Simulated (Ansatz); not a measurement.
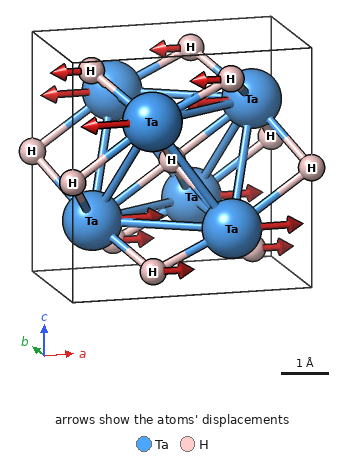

One vibrational mode of a crystal of Ta₂H₃ (a generated structure) at the zone centre. The red arrows give the relative displacements of the atoms. A ball-and-stick model of the conventional cell (2 times the calculation's cell), seen slightly off an axis. Lengths and directions refer to the drawn axes.

Computed with DFT PBE, scalar-relativistic, plane waves, PAW (Ansatz). (plane-wave cutoff 420 eV; k-point mesh 16 × 16 × 8; occupations fermi dirac; smearing width 0.15 eV; no spin polarisation)

The frequencies depend somewhat on the k-mesh and the smearing.

Give the symmetry, activity and frequency of this mode.

Answer. This is the A_g mode at 92 cm⁻¹, optical level 2 of 12, counted from below, Raman-active by symmetry. The H (2c) atoms stay at rest; all motion is along a; atoms of one kind move against one another, with no net shift of any sublattice.
